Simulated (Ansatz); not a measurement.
# Energy of Ta along an even scaling of the cell

System: Ta (3 atoms in the cell).
Method: DFT, revPBE, plane waves (420 eV) with PAW, scalar-relativistic, no spin polarisation (Ansatz 0.2.0).

The 5 runs differ only in the geometry, by an even scaling of the cell at fixed fractional positions.

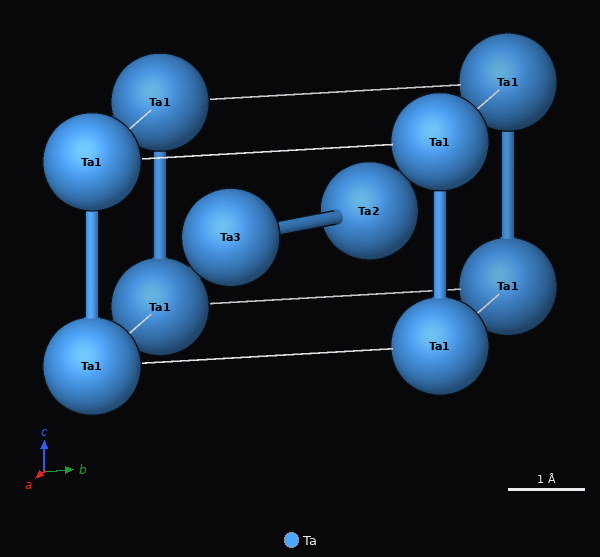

Figure 1. The structure of run 3 (ball-and-stick view of the cell of the calculation, seen slightly off an axis; atoms are numbered from 1 in the order of the input).

### Input of run 3
```yaml
crystal:
  lattice:
    - [4.8846935344, 0.0, 0.0]
    - [-2.4423467672, 4.2302686905, 0.0]
    - [0.0, 0.0, 2.7428828196]
  atoms:
    - { symbol: Ta, position: [0.0, 1.0, 0.0] }
    - { symbol: Ta, position: [0.3333333333, 0.6666666667, 0.5] }
    - { symbol: Ta, position: [0.6666666667, 0.3333333333, 0.5] }
hamiltonian:
  xc: revpbe
  pseudopotentials:
    kind: paw
    azcp:
      Ta: "pseudopotentials/Ta.paw.azcp"
basis:
  ecutwfc: 420
  fft_grid_basis: typed
kpoints:
  mp_grid: { grid: [9, 9, 13], shift: [0, 0, 0] }
magnetization:
  spin_polarized: false
scf:
  occupations: { method: fermi_dirac, width: 0.1 }
  lower_state_search: "off"
output:
  stress: true
```

Lattice vectors (Å) and fractional positions of run 3:
```
   4.884694    0.000000    0.000000
  -2.442347    4.230269    0.000000
   0.000000    0.000000    2.742883
Ta  0.000000  1.000000  0.000000
Ta  0.333333  0.666667  0.500000
Ta  0.666667  0.333333  0.500000
```

Run 4 differs from it as follows:
```diff
-    - [4.8846935344, 0.0, 0.0]
-    - [-2.4423467672, 4.2302686905, 0.0]
-    - [0.0, 0.0, 2.7428828196]
+    - [4.9489731892, 0.0, 0.0]
+    - [-2.4744865946, 4.2859365045, 0.0]
+    - [0.0, 0.0, 2.7789775223]
```

### Results, with one run withheld

```tsv
run	volume per atom (Å³)	free energy per atom, from the lowest run given (meV)	pressure (GPa)
1	16.625	186.08	29.07
2	18.137	18.06	7.91
3	18.893	0.00	0.00
4	19.648	?	?
5	20.404	59.92	−11.95
```

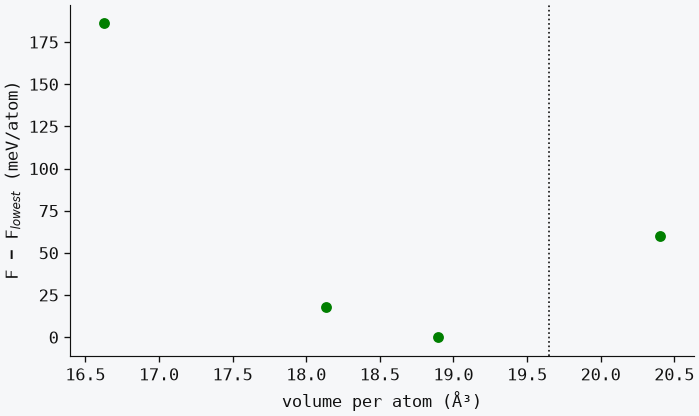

Figure 2. Free energy per atom of the runs given; the dotted line marks run 4.

What should run 4 give?

A quadratic polynomial in V^(−2/3) (the Birch–Murnaghan form), fitted to the 4 runs given, misses them by at most 0.22 meV per atom. With x = V^(−2/3) − 0.14332 Å⁻², it reads F = 6.5594 + 5490.9 x + 1.1881e+06 x² (meV per atom). At run 4 it gives 16.24 meV per atom, and the run itself gives 15.91. The slope of the fit gives a pressure −dF/dV of −6.51 GPa there, and the run prints −6.54 GPa. The fit has its minimum at 18.886 Å³ per atom, where V d²F/dV² gives 178 GPa. Cell shape and fractional positions are held, so this is the stiffness under even scaling; the relaxed bulk modulus wasn't computed.

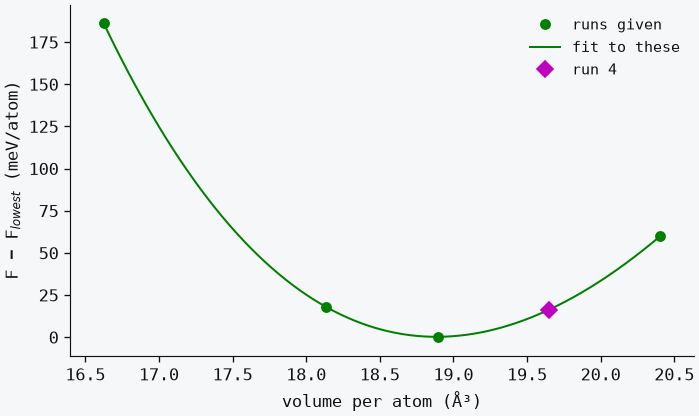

Figure 3. The fit and the withheld run.

### Output, shortened to warnings, some set-up lines, iterations and results (run 4)
```
Basis set: ecut = 420 eV, 1155 PW (Γ)
Symmetry: 24 space group operations
k-points: 84 of 1053
Initial density: superposition of atomic densities (neutral atoms: chi_scale 0, normalization atom), corrected by the library's trained network
[...]
SCF iter   1: F=—  HF=-29822.905774 eV  |F-HF|=—  |Δ(HF+E_count)|=         —  Δρ=8.86e-3  dr2=8.32e-2  ethr=1.77e-3  ⟨swp⟩=4.6  Hψ=8405  notcnv=0
SCF iter   2: F=—  HF=-29822.896944 eV  |F-HF|=—  |Δ(HF+E_count)|=   8.83e-3  Δρ=4.07e-3  dr2=5.56e-3  ethr=2.13e-4  ⟨swp⟩=1.0  Hψ=2688  notcnv=0
SCF iter   3: F=—  HF=-29822.896695 eV  |F-HF|=—  |Δ(HF+E_count)|=   2.49e-4  Δρ=1.91e-3  dr2=1.53e-3  ethr=1.43e-5  ⟨swp⟩=1.3  Hψ=2059  notcnv=0
SCF iter   4: F=—  HF=-29822.896600 eV  |F-HF|=—  |Δ(HF+E_count)|=   9.51e-5  Δρ=2.31e-4  dr2=3.44e-5  ethr=3.94e-6  ⟨swp⟩=2.1  Hψ=2473  notcnv=0
SCF iter   5: F=—  HF=-29822.896594 eV  |F-HF|=—  |Δ(HF+E_count)|=   5.19e-6  Δρ=6.03e-5  dr2=6.27e-6  ethr=8.81e-8  ⟨swp⟩=2.0  Hψ=2633  notcnv=0
SCF iter   6: F=-29822.896594 eV  HF=-29822.896594 eV  |F-HF|=1.50e-8  |Δ(HF+E_count)|=   7.32e-7  Δρ=9.01e-6  dr2=4.47e-8  ethr=2.56e-10  ⟨swp⟩=3.6  Hψ=8362  notcnv=0
SCF 1 converged in 6 iterations: F = -29822.896594 eV  dr2 = 4.47e-8
SCF converged after 6 iterations
Free energy (F): -29822.896594 eV
Harris-Foulkes:  -29822.896594 eV  (|F-HF|=1.50e-8)
Internal energy: -29822.787370 eV  (E = F + TS)
E sigma→0 (E₀):  -29822.841982 eV
Entropy (-TS):   -0.109224 eV (-36.408 meV/atom)
Fermi energy:    17.235436 eV
--- Per-component energies (eV) ---
  E_band       = -379.985331
  E_kinetic    = 1090.836360
  E_local      = -1806.466999  (includes V_loc(G=0)·N_el)
  E_nonlocal   = 40.777514
  E_hartree    = 619.286438
  E_xc         = -653.336699
  E_vxc        = -608.196872  (∫ρ·V_xc dr)
  E_paw        = -25214.857067  (= ΣΔE_a)
  E_vpaw       = -335.507847  (= ΣTr[D̂ρ^β])
  E_aug_tail   = 0.000434  (compensation charges beyond the density's cutoff)
  E_ewald      = -3898.969537
  E_core_change = -0.057814  (= ΣΔE_core)
  E_smearing   = -0.109224  (= −TS)
  E_closure    = 0.000000  (closes the sum)
  Σ components = -29822.896594   (vs F -29822.896594, Δ=0.00e0)
--- Stress (GPa, compression-positive) ---
       -6.230310      -0.000000       0.000000
        0.000000      -6.230310      -0.000000
        0.000000      -0.000000      -7.161752
  P = ⅓ Tr σ = -6.5408 GPa (-65.408 kbar)
```

Notes: Spin–orbit coupling is left out, which matters for Ta.
